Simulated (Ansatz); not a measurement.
# How well the gap of MoSSe/WS2 (van der Waals superlattice) (P3m1) can be computed, part 2 of 2

Aim: a best estimate of the quasiparticle gap of MoSSe/WS2 (van der Waals superlattice) (P3m1), with each correction and its cost laid out.

Ansatz 0.2.0; density functionals, hybrids, G0W0, plane waves, PAW. Known limits of the many-body steps: not at the basis limit; no spin-orbit coupling; coarse k mesh.

So far. Step 3 (PBEsol bands): The gap is indirect, with the least direct gap 1.34 eV higher. The pressure of 4 GPa says that this functional would expand the cell; it is kept. The relaxed cell has a = 3.147, c = 11.795 Å (conventional setting).

The structure was built from a prototype and need not be the compound's stable phase.

In doubt: masses and optical values from hybrid runs of this build are listed as unsure (step 8), which bears on the screening that GW takes from such a start.

### Step 4. PBEsol+SOC

Spin-orbit coupling can split or shift the edges; a non-collinear run measures by how much.

This step: DFT, PBEsol with spin-orbit coupling, plane waves, PAW; PAW set soft_1.

input.yaml reads:

```yaml
crystal:
  lattice:
    - [3.1465192881, 0.0, 0.0]
    - [-1.573259644, 2.724965637, 0.0]
    - [0.0, 0.0, 11.7951878716]
  atoms:
    - { symbol: Mo, position: [0.3333333333, 0.6666666667, 0.260223358] }
    - { symbol: S, position: [0.6666666667, 0.3333333333, 0.3902662223] }
    - { symbol: Se, position: [0.6666666667, 0.3333333333, 0.1150677766] }
    - { symbol: W, position: [0.0, 0.0, 0.7488498471] }
    - { symbol: S, position: [0.3333333333, 0.6666666667, 0.880967243] }
    - { symbol: S, position: [0.3333333333, 0.6666666667, 0.6165968216] }
kpoints:
  mp_grid: { grid: [12, 12, 2] }
  band_path:
    path:
      - [0.0, 0.0, 0.0]
      - [0.5, 0.0, 0.0]
      - [0.33333333, 0.33333333, 0.0]
      - [0.0, 0.0, 0.5]
      - [0.5, 0.0, 0.5]
      - [0.33333333, 0.33333333, 0.5]
      - [0.199999998, 0.199999998, 0.0]
    npoints: 1
hamiltonian:
  xc: pbesol
  pseudopotentials: { kind: paw_fr, azcp: { folder: soft_1 }, xc_functional: pbe }
scf:
  occupations: { method: fermi_dirac, width: 0.02 }
  n_extra_bands: 12
magnetization:
  noncollinear: true
  spin_orbit: true
output:
  eigenvalues: true
  forces: true
  stress: true
```

On the command line:

```
ansatz run input.yaml --threads 2 --pin off --max-ram 92160MiB --backend cuda --events-out ev --progress --plain --runs-dir out --devices 1 --max-vram 13GiB
```

Numbers of over 12 decimals in the logs are rounded to 6 here.

Log:

```text
[...]
GPUs: using 1 of 1 available (devices: 1).
[...]
non-collinear run that drives no moment, with spin-orbit: no starting moment large enough to seed its density (crystal.atoms[].spin), no starting occupations that ask for one, no magnetisation constraint and no magnetic field, so the semilocal B_xc is pinned to zero
[...]
k-point 1: bands = [... 58 lower, 12.7971, 12.7971, 13.2307, 13.2307, 15.1880, 15.1880, 15.2517, 15.2517, ... 8 higher]
  k-point 2: bands = [... 58 lower, 12.3121, 12.3343, 13.0355, 13.0359, 15.1343, 15.1564, 15.2254, 15.2516, ... 8 higher]
  k-point 37: bands = [... 58 lower, 12.2465, 12.3211, 12.4846, 12.6656, 14.2476, 14.2816, 14.3038, 14.3206, ... 8 higher]
[key lines of the parts left out:]
SCF converged after 15 iterations
Magnetization: |M| = 0.0000 μB,  M = (+0.0000, +0.0000, +0.0000) μB
Free energy (F): -23264.535523 eV
Fermi energy:    13.556520 eV
P = ⅓ Tr σ = 4.1705 GPa (41.705 kbar)
```

Run time: 16 s. Hardware: 1 × NVIDIA H100 80GB HBM3 (shared by 6 runs) with 2 threads of AMD EPYC 7R13 (Zen 3), shared host; peak memory 1.1 GiB; 19 s of CPU time.

Numbers from this step:

```yaml
pressure: 4.170 GPa
gap: 0.4481 eV
valence_top_at: Γ
conduction_bottom_at: k = (0.200, 0.200, 0.000)
least_direct_gap: 1.582 eV
```

The gap stands −0.06 eV against PBEsol.

### Step 5. HSE06

HSE06 mixes in a quarter of exact exchange at short range. Exchange couples all pairs of k points, which makes a full band path dear, so levels are read on the mesh and at chosen points.

This step: DFT, HSE06, plane waves, PAW; PAW set soft_1.

input.yaml: that of step 4 with these lines changed.

```diff
@@ -13,3 +13,3 @@
 kpoints:
-  mp_grid: { grid: [12, 12, 2] }
+  mp_grid: { grid: [6, 6, 2] }
   band_path:
@@ -25,13 +25,8 @@
 hamiltonian:
-  xc: pbesol
-  pseudopotentials: { kind: paw_fr, azcp: { folder: soft_1 }, xc_functional: pbe }
+  xc: hse06
+  pseudopotentials: { kind: paw, azcp: { folder: soft_1 } }
 scf:
-  occupations: { method: fermi_dirac, width: 0.02 }
-  n_extra_bands: 12
-magnetization:
-  noncollinear: true
-  spin_orbit: true
+  occupations: { method: fixed }
+  n_extra_bands: 6
 output:
   eigenvalues: true
-  forces: true
-  stress: true
```

Log:

```text
[...]
GPUs: using 1 of 1 available (devices: 1).
[...]
davidson cushion auto → on  (no smearing: the cushion is to keep the highest requested band from converging to the state above it; pin scf.eigensolver.cushion to override)
[...]
GPU FFT provider: cuFFT
GPU libraries: cuBLAS 13.8.2, cuFFT 12.4.0, cuSOLVER 12.3.4
Crystal: 6 atoms, lattice volume = 101.134 Å³
Basis set: ecut = 420 eV, 1971 PW (Γ)
[...]
Fermi energy:    13.109153 eV
[...]
--- Band table (eV; the first three rows and the last of 14) ---
  k-point 0: bands = [... 27 lower, 10.9597, 11.2130, 11.8516, 13.1092, 15.7145, 15.7145, 15.8388, 15.8388, ... 2 higher]
  k-point 1: bands = [... 27 lower, 10.9580, 10.9580, 12.5184, 12.9788, 15.7056, 15.7056, 15.8513, 15.8513, ... 2 higher]
  k-point 2: bands = [... 27 lower, 10.5108, 11.2226, 11.6195, 12.0220, 14.9247, 15.3591, 15.6386, 15.8287, ... 2 higher]
  k-point 13: bands = [... 27 lower, 9.2656, 9.4083, 12.1610, 12.2010, 14.5534, 14.5869, 15.4017, 15.6544, ... 2 higher]
[key lines of the parts left out:]
Free energy (F): -23527.695494 eV
```

Elapsed: 37 s, on 1 × NVIDIA H100 80GB HBM3 (shared by 6 runs) with 2 threads; peak memory 1.4 GiB.

This step gave:

- gap: 1.024 eV
- valence top at: Γ
- conduction bottom at: k = (0.200, 0.200, 0.000)
- least direct gap: 2.352 eV

The gap stands +0.52 eV against PBEsol.

### Step 6. G0W0, 9×9×2 mesh, 106 empty bands, screening to 60 eV, PAW set soft_1 files

Now the one-shot GW correction: screening in the RPA, then the self-energy of the levels asked for. This step takes PAW set soft_1 files.

This step: G0W0 on PBEsol, plane waves, PAW; PAW set soft_1.

input.yaml reads:

```yaml
crystal:
  lattice:
    - [3.1465192881, 0.0, 0.0]
    - [-1.573259644, 2.724965637, 0.0]
    - [0.0, 0.0, 11.7951878716]
  atoms:
    - { symbol: Mo, position: [0.3333333333, 0.6666666667, 0.260223358] }
    - { symbol: S, position: [0.6666666667, 0.3333333333, 0.3902662223] }
    - { symbol: Se, position: [0.6666666667, 0.3333333333, 0.1150677766] }
    - { symbol: W, position: [0.0, 0.0, 0.7488498471] }
    - { symbol: S, position: [0.3333333333, 0.6666666667, 0.880967243] }
    - { symbol: S, position: [0.3333333333, 0.6666666667, 0.6165968216] }
kpoints:
  mp_grid: { grid: [9, 9, 2] }
hamiltonian:
  xc: pbesol
  pseudopotentials: { kind: paw, azcp: { folder: soft_1 }, xc_functional: pbe }
scf:
  occupations: { method: fixed }
gw:
  n_empty_bands: 106
  ecut_chi: 60
  qp_bands: [v2, c2]
  qp_kpoints: band_edges
  screening: { model: contour_deformation }
```

Log:

```text
GPUs: using 1 of 1 available (devices: 1).
[...]
GPU FFT provider: cuFFT
GPU libraries: cuBLAS 13.8.2, cuFFT 12.4.0, cuSOLVER 12.3.4
Crystal: 6 atoms, lattice volume = 101.134 Å³
Basis set: ecut = 420 eV, 1971 PW (Γ)
Bands: 38, of which v1, the nominal top of the filled ones, is band 31 counted from 1 (30 counted from 0)
Symmetry: 6 space group operations
[...]
k-points: 24 of 162 (time reversal used)
[...]
1    33     15.2476   -13.6794    -3.7786   -18.2572  0.7656    16.0579    16.0468  root
[...]
23    30     12.4016   -19.0223     0.8857   -18.6576  0.7546    12.9204    12.9227  root
    23    31     12.4462   -19.0606     0.8783   -18.5746  0.7697    12.8374    12.8385  root
    23    32     14.2932   -15.7949    -3.3448   -19.9704  0.7710    15.1328    15.1238  root
    23    33     14.3121   -16.0610    -3.6286   -20.6376  0.7497    15.2754    15.2600  root
[key lines of the parts left out:]
SCF converged after 10 iterations
Free energy (F): -23239.091375 eV
Fermi energy:    13.310992 eV
```

Run time: 31 s. Hardware: 1 × NVIDIA H100 80GB HBM3 (shared by 6 runs) with 2 threads; peak memory 1.3 GiB; 44 s of CPU time.

Numbers from this step:

```yaml
bands_summed: 137
rpa_eps_infinity_on_this_mesh_eigenvalues: 9.115, 16.24, 16.24
plane_waves_in_the_screening_matrix: 93
g0w0_gap_on_the_mesh: 0.9120 eV
k_of_the_valence_top: 0, 0, 0
k_of_the_conduction_bottom: 0.1111, 0.2222, 0
starting_gap_on_the_mesh: 0.6087 eV
least_direct_g0w0_gap_on_the_computed_points: 2.201 eV
```

The gap on the mesh goes from 0.61 eV to 0.91 eV, a correction of +0.30 eV. Between the two edge states, bare exchange in place of the xc potential would open the gap by 4.52 eV, and correlation takes back 4.22 eV. The start differs from the 0.51 eV found before because this mesh misses an edge.

### Step 7. G0W0, 9×9×2 mesh, 421 empty bands, screening to 150 eV, PAW set soft_1 files

Another rung: the empty bands reach about as high as the screening cutoff, so the two stay in balance.

input.yaml: that of step 6 with these lines changed.

```diff
@@ -20,4 +20,4 @@
 gw:
-  n_empty_bands: 106
-  ecut_chi: 60
+  n_empty_bands: 421
+  ecut_chi: 150.0
   qp_bands: [v2, c2]
```

Log:

```text
GPUs: using 1 of 1 available (devices: 1).
[...]
GPU FFT provider: cuFFT
GPU libraries: cuBLAS 13.8.2, cuFFT 12.4.0, cuSOLVER 12.3.4
Crystal: 6 atoms, lattice volume = 101.134 Å³
Basis set: ecut = 420 eV, 1971 PW (Γ)
Bands: 38, of which v1, the nominal top of the filled ones, is band 31 counted from 1 (30 counted from 0)
Symmetry: 6 space group operations
[...]
k-points: 24 of 162 (time reversal used)
[...]
GPU buffer pool allocated for 46080 grid points (all kernels)
[...]
SCF iter   1: F=—  HF=-23240.847310 eV  |F-HF|=—  |Δ(HF+E_count)|=         —  Δρ=4.83e-2  dr2=9.32e0  ethr=3.10e-3  ⟨swp⟩=5.0  Hψ=3533  notcnv=0  defer=109
[...]
SCF iter  10: F=-23239.091375 eV  HF=-23239.091375 eV  |F-HF|=2.57e-8  |Δ(HF+E_count)|=   6.50e-7  Δρ=8.15e-6  dr2=7.14e-8  ethr=1.61e-10  ⟨swp⟩=9.5  Hψ=4523  notcnv=0
SCF 1 converged in 10 iterations: F = -23239.091375 eV  dr2 = 7.14e-8
[...]
G₀W₀ screening: q 1/24
[... further progress lines ...]
[...]
SCF converged after 10 iterations
Free energy (F): -23239.091375 eV
[...]
Internal energy: -23239.091375 eV  (E = F + TS)
E sigma→0 (E₀):  -23239.091375 eV
Fermi energy:    13.310992 eV
[...]
--- Band table (eV; the first three rows and the last of 24) ---
  k-point 0: bands = [... 27 lower, 11.3470, 11.5649, 12.2773, 13.3110, 15.2518, 15.2518, 15.4171, 15.4171, ... 3 higher]
  k-point 1: bands = [... 27 lower, 11.3457, 11.3457, 12.7880, 13.2226, 15.2476, 15.2476, 15.4102, 15.4102, ... 3 higher]
  k-point 2: bands = [... 27 lower, 11.1081, 11.6226, 12.2838, 12.8199, 15.0547, 15.1930, 15.2325, 15.2965, ... 3 higher]
  k-point 23: bands = [... 27 lower, 9.9695, 10.0452, 12.4016, 12.4462, 14.2932, 14.3121, 14.9096, 15.1415, ... 3 higher]
[...]
bands read: the sum over 452 bands ends inside a degenerate multiplet in 2 slots, whose members it reads at an even weight; the widest, k=0: bands 452 to 453 (counted from 1) at 1/2 each
[...]
0    30     12.2773   -18.6063     1.4528   -16.7527  0.7636    11.8745    11.8766  root
     0    31     13.3110   -19.5345     0.2478   -19.1800  0.7548    13.2043    13.2043  root
     0    32     15.2518   -13.7074    -4.3105   -18.3185  0.7586    15.5537    15.5523  root
     0    33     15.2518   -13.7074    -4.3105   -18.3185  0.7586    15.5537    15.5523  root
     1    30     12.7880   -19.3951     0.6078   -18.6632  0.7550    12.6638    12.6640  root
     1    31     13.2226   -19.2411     0.4891   -18.5643  0.7586    13.0346    13.0348  root
     1    32     15.2476   -13.6794    -4.2913   -18.2572  0.7584    15.5354    15.5342  root
     1    33     15.2476   -13.6794    -4.2913   -18.2572  0.7584    15.5354    15.5342  root
     2    30     12.2838   -18.6900     1.4293   -16.8692  0.7638    11.8903    11.8922  root
     2    31     12.8199   -19.2956     0.5441   -18.6220  0.7545    12.6902    12.6904  root
     2    32     15.0547   -13.7841    -4.1811   -18.1908  0.7512    15.2812    15.2803  root
     2    33     15.1930   -13.9676    -4.1130   -18.2945  0.7484    15.4077    15.4069  root
     3    30     12.5114   -19.3689     0.7622   -18.4732  0.7539    12.3776    12.3779  root
     3    31     12.8172   -19.1360     0.6952   -18.2446  0.7576    12.6206    12.6209  root
     3    32     15.1101   -13.9106    -4.2625   -18.4586  0.7551    15.3970    15.3957  root
     3    33     15.2088   -13.8616    -4.3915   -18.5532  0.7553    15.5104    15.5089  root
     4    30     11.6623   -18.8929     1.3461   -17.2697  0.7558    11.3841    11.3852  root
     4    31     11.8679   -18.9919     1.2633   -17.5286  0.7477    11.6674    11.6680  root
     4    32     14.2094   -13.7136    -4.0096   -18.0030  0.7595    14.4901    14.4891  root
     4    33     14.8039   -14.3076    -4.0881   -18.6588  0.7509    15.0680    15.0670  root
     6    30     11.3841   -18.7840     1.3640   -17.2832  0.7419    11.2469    11.2472  root
     6    31     11.5122   -19.3817     1.5023   -17.6496  0.7510    11.2816    11.2824  root
     6    32     14.3516   -14.2063    -4.2617   -18.8167  0.7521    14.7021    14.7003  root
     6    33     14.6878   -15.3833    -4.3347   -20.1035  0.7411    15.0757    15.0732  root
[...]
22    30     12.3751   -18.9298     0.3992   -18.5699  0.7473    12.4143    12.4143  root
    22    31     12.3872   -18.8746     0.3642   -18.3941  0.7630    12.2708    12.2710  root
    22    32     14.2937   -15.8227    -3.8745   -19.9995  0.7620    14.5970    14.5960  root
    22    33     14.3055   -16.0802    -4.1477   -20.6627  0.7395    14.7431    14.7402  root
    23    30     12.4016   -19.0223     0.4024   -18.6576  0.7473    12.4394    12.4394  root
    23    31     12.4462   -19.0606     0.3682   -18.5746  0.7627    12.3283    12.3284  root
    23    32     14.2932   -15.7949    -3.8735   -19.9704  0.7623    14.5961    14.5951  root
    23    33     14.3121   -16.0610    -4.1446   -20.6376  0.7397    14.7469    14.7440  root
```

Wall time 2.2 min (1 × NVIDIA H100 80GB HBM3 (shared by 6 runs) with 2 threads); peak memory 2.4 GiB.

This step gave:

- bands summed: 452
- RPA ε∞ on this mesh (eigenvalues): 9.028, 15.67, 15.67
- plane waves in the screening matrix: 413
- q-points in the mesh: 162
- G0W0 gap on the mesh: 1.009 eV
- k of the valence top: 0, 0, 0
- k of the conduction bottom: 0.1111, 0.2222, 0
- starting gap on the mesh: 0.6087 eV
- Z at the valence top: 0.7548
- Z at the conduction bottom: 0.7609
- least direct G0W0 gap on the computed points: 2.156 eV

Against the run with 9×9×2 mesh, 106 empty bands, screening to 60 eV, PAW set soft_1 files, the gap moves by +0.10 eV.

Limits: finite bands, cutoff and mesh; no spin-orbit coupling; coarse k mesh. v1 is the top filled band, c1 the lowest empty one. Levels before and after the correction, in eV, zero at the valence-band top of each column:

|  | conduction bottom | valence top |
| --- | --- | --- |
| Kohn-Sham | 0.61 | 0.00 |
| G0W0 | 1.01 | 0.00 |

|  | level | occupation | energy (eV) |
| --- | --- | --- | --- |
| Kohn-Sham | Γ v2 | 2 | -1.034 |
| Kohn-Sham | Γ v1 | 2 | 0.000 |
| Kohn-Sham | Γ c1-c2 | 0 | 1.941 |
| Kohn-Sham | (0.111 0.222 0) v2 | 2 | -1.888 |
| Kohn-Sham | (0.111 0.222 0) v1 | 2 | -1.592 |
| Kohn-Sham | (0.111 0.222 0) c1 | 0 | 0.609 |
| Kohn-Sham | (0.111 0.222 0) c2 | 0 | 1.400 |
| G0W0 | Γ v2 | 2 | -1.328 |
| G0W0 | Γ v1 | 2 | 0.000 |
| G0W0 | Γ c1-c2 | 0 | 2.348 |
| G0W0 | (0.111 0.222 0) v2 | 2 | -1.954 |
| G0W0 | (0.111 0.222 0) v1 | 2 | -1.608 |
| G0W0 | (0.111 0.222 0) c1 | 0 | 1.009 |
| G0W0 | (0.111 0.222 0) c2 | 0 | 1.829 |

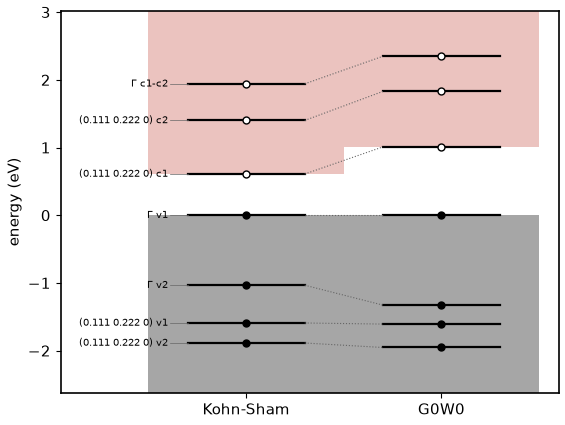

Levels before and after the correction. Shaded: valence and conduction bands. Filled marks are occupied levels, open marks empty ones.

The parts of the quasiparticle energy at the two band edges (eV; QP = start + Σx + Σc − Vxc):

| run | edge | start | Σx | Σc | Vxc | Z | QP |
| --- | --- | --- | --- | --- | --- | --- | --- |
| 137 bands | valence top | 13.31 | -19.53 | 0.81 | -19.18 | 0.76 | 13.77 |
| 137 bands | conduction bottom | 13.92 | -13.80 | -3.40 | -17.96 | 0.77 | 14.68 |
| 452 bands | valence top | 13.31 | -19.53 | 0.25 | -19.18 | 0.75 | 13.20 |
| 452 bands | conduction bottom | 13.92 | -13.80 | -3.87 | -17.96 | 0.76 | 14.21 |

### Step 8. G0W0@HSE06, 9×9×2 mesh, 196 empty bands, screening to 90 eV, PAW set soft_1 files

The same correction from a different start measures what one shot leaves open. Bands and cutoff are not those of the step before, so part of the change comes from them.

This step: G0W0 on HSE06, plane waves, PAW; PAW set soft_1.

input.yaml: that of step 7 with these lines changed.

```diff
@@ -15,4 +15,4 @@
 hamiltonian:
-  xc: pbesol
-  pseudopotentials: { kind: paw, azcp: { folder: soft_1 }, xc_functional: pbe }
+  xc: hse06
+  pseudopotentials: { kind: paw, azcp: { folder: soft_1 } }
 scf:
@@ -20,4 +20,4 @@
 gw:
-  n_empty_bands: 421
-  ecut_chi: 150.0
+  n_empty_bands: 196
+  ecut_chi: 90
   qp_bands: [v2, c2]
```

Log:

```text
GPUs: using 1 of 1 available (devices: 1).
[...]
GPU FFT provider: cuFFT
GPU libraries: cuBLAS 13.8.2, cuFFT 12.4.0, cuSOLVER 12.3.4
Crystal: 6 atoms, lattice volume = 101.134 Å³
Basis set: ecut = 420 eV, 1971 PW (Γ)
Bands: 38, of which v1, the nominal top of the filled ones, is band 31 counted from 1 (30 counted from 0)
Symmetry: 6 space group operations
[...]
k-points: 24 of 162 (time reversal used)
[...]
1    32     15.7064   -13.5413    -3.9485   -17.7513  0.7843    15.9687    15.9679  root
     1    33     15.7064   -13.5413    -3.9485   -17.7513  0.7843    15.9687    15.9679  root
[...]
23    30     12.1622   -18.9304     0.6179   -18.6660  0.7750    12.5149    12.5157  root
    23    31     12.2050   -18.9586     0.6179   -18.5764  0.7890    12.4404    12.4407  root
    23    32     14.5475   -15.7055    -3.4772   -19.4935  0.7885    14.8592    14.8583  root
    23    33     14.5837   -15.9419    -3.7208   -20.0649  0.7693    14.9876    14.9858  root
[key lines of the parts left out:]
Free energy (F): -23527.695798 eV
Fermi energy:    13.108894 eV
```

It took 93 s on 1 × NVIDIA H100 80GB HBM3 (shared by 6 runs) with 2 threads; peak memory 2.3 GiB.

Numbers from this step:

```
bands summed                                 : 227
RPA ε∞ on this mesh (eigenvalues)            : 6.975, 12.50, 12.50
plane waves in the screening matrix          : 217
G0W0 gap on the mesh                         : 1.129 eV
k of the valence top                         : 0, 0, 0
k of the conduction bottom                   : 0.1111, 0.2222, 0
starting gap on the mesh                     : 1.137 eV
least direct G0W0 gap on the computed points : 2.343 eV
```

Against the run with 9×9×2 mesh, 421 empty bands, screening to 150 eV, PAW set soft_1 files on PBEsol, the gap moves by +0.12 eV, while the start moved by +0.53 eV.

### Step 9. The ladder

Times are wall times on 1 × NVIDIA H100 80GB HBM3 (shared by 6 runs) with 2 threads of AMD EPYC 7R13 (Zen 3), shared host, good to a factor of about two. G0W0 rows are gaps on the mesh, lowered by the amount that the mesh misses the start's edges, a rough step that assumes the same correction there.

| level | gap (eV) | least direct gap (eV) | time |
| --- | --- | --- | --- |
| PBEsol | 0.51 | 1.85 | 7.5 s |
| PBEsol+SOC | 0.45 | 1.58 | 16 s |
| HSE06 | 1.02 | 2.35 | 37 s |
| G0W0@PBEsol (106 empty bands) | 0.81 | - | 31 s |
| G0W0@PBEsol (421 empty bands) | 0.91 | - | 2.2 min |
| G0W0@HSE06 (196 empty bands) | 1.02 | - | 93 s |

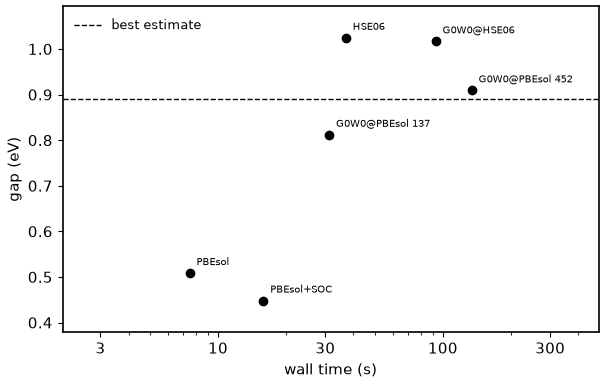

Result against wall time.

### Step 10. Adding up the best estimate

| term | eV | running total (eV) |
| --- | --- | --- |
| G0W0 on the mesh, top rung | 1.009 | 1.009 |
| to the limit, by a line in one over the bands through the two top rungs | +0.042 | 1.052 |
| band edges off the mesh | −0.100 | 0.951 |
| spin-orbit change, from PBEsol | −0.060 | 0.891 |

### Step 11. Summary of results

```
PBEsol gap                                        : 0.51 eV, indirect
HSE06                                             : 1.02 eV
G0W0, top rung on the mesh                        : 1.01 eV
best estimate, G0W0@PBEsol with spin-orbit change : 0.89 eV
GW settings of the top rung                       : 9×9×2 mesh, 421 empty bands, screening to 150 eV, PAW set soft_1 files
known limits                                      : one-shot GW, static lattice; one k mesh, untested; coarse k mesh
```

**Reading.** The best estimate for G0W0@PBEsol is 0.89 eV, indirect by PBEsol+SOC, against 0.45 eV at the start (both with spin-orbit coupling). The limit rests on the two highest rungs, unchecked by another pair. The term for edges off the mesh assumes that the correction there equals that on the mesh, which is rough. Among the functionals HSE06 comes nearest: +0.07 eV from the estimate without its spin-orbit term (0.95 eV). All runs took 5.5 min, 78 % of it in G0W0. The 9×9×2 mesh is coarse for this cell (its supercell is 24 Å along the shortest edge). The RPA ε∞ on it, from the PBEsol start, is 9.03 and 15.67; such meshes misread the long-range screening, most where the gap is narrow.

[Paths, hosts, dates, memory and timing lines, banners, echoed tables and standing remarks are left out of the program output.]

[Logs are printed without paths, hosts, clocks, repeated set-up lines and the standing remarks that a program may print on its own settings, such as how far it seeks lower states.]

[Runs of the session that timed out or met a known fault of the program may be left out.]

[Cells called generated may have been cut or substituted from an entry of the Crystallography Open Database or the Materials Project.]

[Hosts, paths, dates, database ids (printed as entryN), source tags and the programs' standing remarks are cut or masked in the printed files.]
